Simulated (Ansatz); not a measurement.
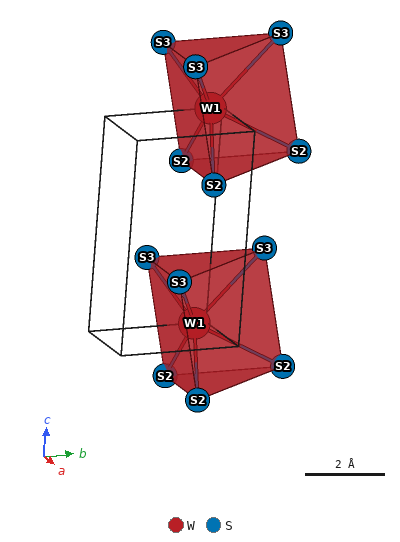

Figure 1. The structure as given in the input (polyhedral view of the cell of the calculation, set on other vectors, seen slightly off an axis; polyhedra are completed across the faces of the cell; atoms are numbered from 1 in the order of the input). An atom can appear more than once, as a periodic image.

**What a change does: single-point calculation on WS₂**

System: WS₂ (P1, 3 atoms in the cell).
Method of run A: DFT PBEsol+D3(BJ), scalar-relativistic, plane waves, PAW, no spin polarisation (Ansatz 0.2.0).

The structure derives from an entry of the Crystallography Open Database. Text and figures count atoms from 1; the logs count them from 0 in places.

## The input, run A
```yaml
crystal:
  lattice:
    - [1.5601972548, 0.900780305, 5.8413921014]
    - [-1.5601972548, 0.900780305, 5.8413921014]
    - [0.0, -1.8015606101, 5.8413921014]
  atoms:
    - { symbol: W, position: [0.8921285224, 1.0280934036, 1.0778600041] }
    - { symbol: S, position: [0.7554860797, 0.7554860797, 0.7554860797] }
    - { symbol: S, position: [0.5764532769, 0.5764532769, 0.5764532769] }
basis:
  ecutwfc: 420
kpoints:
  mp_grid: { grid: [12, 12, 12] }
hamiltonian:
  xc: pbesol
  dispersion: d3bj
scf:
  occupations: { method: gaussian, width: 0.05 }
output:
  forces: true
  stress: true
  eigenvalues: true
```

Command:
```bash
ansatz run input.yaml --threads 1 --pin off --max-ram 2560MiB --backend cpu --events-out ev --progress --plain --runs-dir out
```

Hardware: 1 thread of AMD EPYC (Zen 3), 192 GiB of memory available, shared host.

## Output, shortened to warnings, some set-up lines, iterations and results (run A)
```
Basis set: ecut = 420 eV, 973 PW (Γ), FFT grids on a1−a3, a2−a3, a3, exchange–correlation on 48×48×90 points (8 copies of the dense FFT grid, shifted against one another)
Symmetry: 1 space group operations
k-points: 868 of 1728 (time reversal used)
Initial density: superposition of atomic densities (neutral atoms: chi_scale 0, normalization atom), corrected by the library's trained network
[...]
SCF iter   1: F=—  HF=-12029.343132 eV  |F-HF|=—  |Δ(HF+E_count)|=         —  Δρ=7.86e-3  dr2=3.21e-2  ethr=1.77e-3  ⟨swp⟩=6.0  Hψ=85022  notcnv=0
SCF iter   2: F=—  HF=-12029.339470 eV  |F-HF|=—  |Δ(HF+E_count)|=   3.66e-3  Δρ=3.73e-3  dr2=7.25e-3  ethr=1.23e-4  ⟨swp⟩=1.5  Hψ=22308  notcnv=0
SCF iter   3: F=—  HF=-12029.339683 eV  |F-HF|=—  |Δ(HF+E_count)|=   2.13e-4  Δρ=6.93e-4  dr2=6.31e-4  ethr=2.79e-5  ⟨swp⟩=2.2  Hψ=18867  notcnv=0
SCF iter   4: F=—  HF=-12029.339535 eV  |F-HF|=—  |Δ(HF+E_count)|=   1.48e-4  Δρ=2.57e-4  dr2=1.80e-5  ethr=2.43e-6  ⟨swp⟩=2.0  Hψ=20837  notcnv=0
SCF iter   5: F=—  HF=-12029.339543 eV  |F-HF|=—  |Δ(HF+E_count)|=   8.36e-6  Δρ=5.52e-5  dr2=5.52e-7  ethr=6.92e-8  ⟨swp⟩=2.1  Hψ=22228  notcnv=0
SCF iter   6: F=-12029.339544 eV  HF=-12029.339544 eV  |F-HF|=5.86e-10  |Δ(HF+E_count)|=   3.64e-7  Δρ=8.49e-6  dr2=2.22e-8  ethr=3.85e-10  ⟨swp⟩=6.7  Hψ=73733  notcnv=0
SCF 1 converged in 6 iterations: F = -12029.339544 eV  dr2 = 2.22e-8
SCF converged after 6 iterations
Free energy (F): -12029.339544 eV
Harris-Foulkes:  -12029.339544 eV  (|F-HF|=5.86e-10)
Internal energy: -12029.339544 eV  (E = F + TS)
E sigma→0 (E₀):  -12029.339544 eV
Fermi energy:    13.347022 eV
--- Per-component energies (eV) ---
  E_band       = -155.360076
  E_kinetic    = 671.233280
  E_local      = -1546.732846  (includes V_loc(G=0)·N_el)
  E_nonlocal   = 61.121370
  E_hartree    = 606.846968
  E_xc         = -460.171643
  E_vxc        = -416.910195  (∫ρ·V_xc dr)
  E_paw        = -9604.882007  (= ΣΔE_a)
  E_vpaw       = -137.761485  (= ΣTr[D̂ρ^β])
  E_aug_tail   = -0.000057  (compensation charges beyond the density's cutoff)
  E_ewald      = -1755.846084
  E_disp       = -1.254217  (pairwise vdW)
  E_core_change = 0.345691  (= ΣΔE_core)
  E_smearing   = -0.000000  (= −TS)
  E_closure    = -0.000000  (closes the sum)
  Σ components = -12029.339544   (vs F -12029.339544, Δ=0.00e0)
--- Forces (eV/Å), atoms counted from 1 ---
  atom   1  W      3.84948622     4.41280200     0.00163868
  atom   2  S     -1.91388450    -2.21135928     1.12199729
  atom   3  S     -1.93561387    -2.20145922    -1.12364485
  max |Σ_I F_I| component: 1.65e-5 eV/Å
--- Stress (GPa, compression-positive) ---
       -1.926205      -6.183777       0.000226
       -6.183777       9.634671       0.104622
        0.000226       0.104622      10.794883
  P = ⅓ Tr σ = 6.1678 GPa (61.678 kbar)
```

For run B the input was changed thus:
```diff
-    - { symbol: W, position: [0.8921285224, 1.0280934036, 1.0778600041] }
+    - { symbol: W, position: [1.0797847341, 0.9778110732, 0.9404861228] }
+  write_density: true
+  write_potential: true
+  elf: true
+  volumetric_format: npy
```

Predict how the results change.

With the same functional and potentials, run B lies 120.1 meV per atom lower. The gap on the mesh goes from 0.57 to 0.66 eV. The pressure goes from 6.17 to 4.23 GPa. The largest force goes from 5.856 to 5.109 eV/Å. The number of SCF iterations is the same. On the same kind of shared host run B took about 1.7 times as long.

## Output, shortened to warnings, some set-up lines, iterations and results (run B)
```
Basis set: ecut = 420 eV, 973 PW (Γ), FFT grids on a1−a2, a2, −a2+a3, exchange–correlation on 48×90×48 points (8 copies of the dense FFT grid, shifted against one another)
Symmetry: 1 space group operations
k-points: 868 of 1728 (time reversal used)
Initial density: superposition of atomic densities (neutral atoms: chi_scale 0, normalization atom), corrected by the library's trained network
[...]
SCF iter   1: F=—  HF=-12029.704840 eV  |F-HF|=—  |Δ(HF+E_count)|=         —  Δρ=8.24e-3  dr2=4.19e-2  ethr=1.77e-3  ⟨swp⟩=6.0  Hψ=84651  notcnv=0
SCF iter   2: F=—  HF=-12029.699953 eV  |F-HF|=—  |Δ(HF+E_count)|=   4.89e-3  Δρ=3.83e-3  dr2=8.95e-3  ethr=1.61e-4  ⟨swp⟩=1.6  Hψ=22537  notcnv=0
SCF iter   3: F=—  HF=-12029.699946 eV  |F-HF|=—  |Δ(HF+E_count)|=   7.45e-6  Δρ=6.79e-4  dr2=6.49e-4  ethr=3.44e-5  ⟨swp⟩=2.2  Hψ=18873  notcnv=0
SCF iter   4: F=—  HF=-12029.699794 eV  |F-HF|=—  |Δ(HF+E_count)|=   1.52e-4  Δρ=2.78e-4  dr2=1.86e-5  ethr=2.50e-6  ⟨swp⟩=2.0  Hψ=20840  notcnv=0
SCF iter   5: F=—  HF=-12029.699805 eV  |F-HF|=—  |Δ(HF+E_count)|=   1.11e-5  Δρ=5.06e-5  dr2=6.26e-7  ethr=7.14e-8  ⟨swp⟩=2.6  Hψ=22297  notcnv=0
SCF iter   6: F=-12029.699805 eV  HF=-12029.699805 eV  |F-HF|=5.71e-9  |Δ(HF+E_count)|=   2.33e-7  Δρ=9.28e-6  dr2=3.26e-8  ethr=3.85e-10  ⟨swp⟩=11.3  Hψ=117251  notcnv=0
SCF 1 converged in 6 iterations: F = -12029.699805 eV  dr2 = 3.26e-8
SCF converged after 6 iterations
Free energy (F): -12029.699805 eV
Harris-Foulkes:  -12029.699805 eV  (|F-HF|=5.71e-9)
Internal energy: -12029.699805 eV  (E = F + TS)
E sigma→0 (E₀):  -12029.699805 eV
Fermi energy:    13.380847 eV
--- Per-component energies (eV) ---
  E_band       = -155.325903
  E_kinetic    = 670.645959
  E_local      = -1544.419034  (includes V_loc(G=0)·N_el)
  E_nonlocal   = 60.965229
  E_hartree    = 606.003488
  E_xc         = -460.089716
  E_vxc        = -416.811341  (∫ρ·V_xc dr)
  E_paw        = -9604.823084  (= ΣΔE_a)
  E_vpaw       = -137.708194  (= ΣTr[D̂ρ^β])
  E_aug_tail   = -0.000058  (compensation charges beyond the density's cutoff)
  E_ewald      = -1757.074002
  E_disp       = -1.254277  (pairwise vdW)
  E_core_change = 0.345691  (= ΣΔE_core)
  E_smearing   = -0.000000  (= −TS)
  E_closure    = 0.000000  (closes the sum)
  Σ components = -12029.699805   (vs F -12029.699805, Δ=0.00e0)
--- Forces (eV/Å), atoms counted from 1 ---
  atom   1  W     -3.77354874    -3.44434870     0.00166135
  atom   2  S      1.90026476     1.72653678     0.74707411
  atom   3  S      1.87330141     1.71782649    -0.74874235
  max |Σ_I F_I| component: 1.74e-5 eV/Å
--- Stress (GPa, compression-positive) ---
        7.112891       4.206744      -0.121827
        4.206744      -1.754594      -0.067913
       -0.121827      -0.067913       7.338125
  P = ⅓ Tr σ = 4.2321 GPa (42.321 kbar)
```

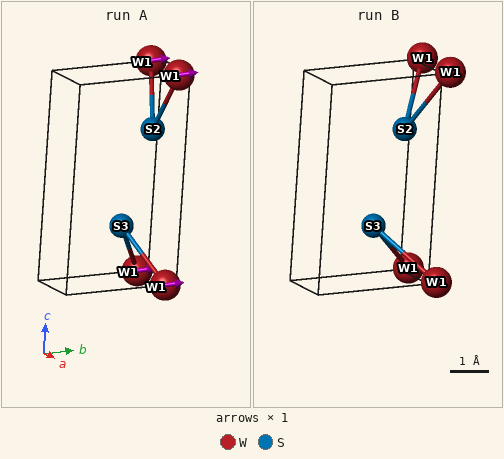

Figure 2. The two input geometries at one scale (ball-and-stick view of the cell of the calculation, set on other vectors, seen slightly off an axis). The pink arrows on the first give the shifts of the atoms relative to the cell, at true length. The atom that moves furthest is W1 (0.53 Å). S stays in place. The cell stays as it was. Among the contacts that change: W1–S2 2.615 → 2.230 Å, W1–S3 2.616 → 2.231 Å.

## The two runs side by side

| quantity | run A | run B |
| --- | --- | --- |
| outcome | converged | converged |
| free energy per atom (eV) | −4009.7798 | −4009.8999 |
| gap on the mesh (eV) | 0.57 | 0.66 |
| pressure (GPa) | 6.17 | 4.23 |
| largest force (eV/Å) | 5.856 | 5.109 |
| SCF iterations | 6 | 6 |
| irreducible k-points | 868 | 868 |
| plane waves at Γ | 973 | 973 |
| wall time (shared host) | 61 s | 1.7 min |

For both runs: Spin–orbit coupling is left out, which matters for W.
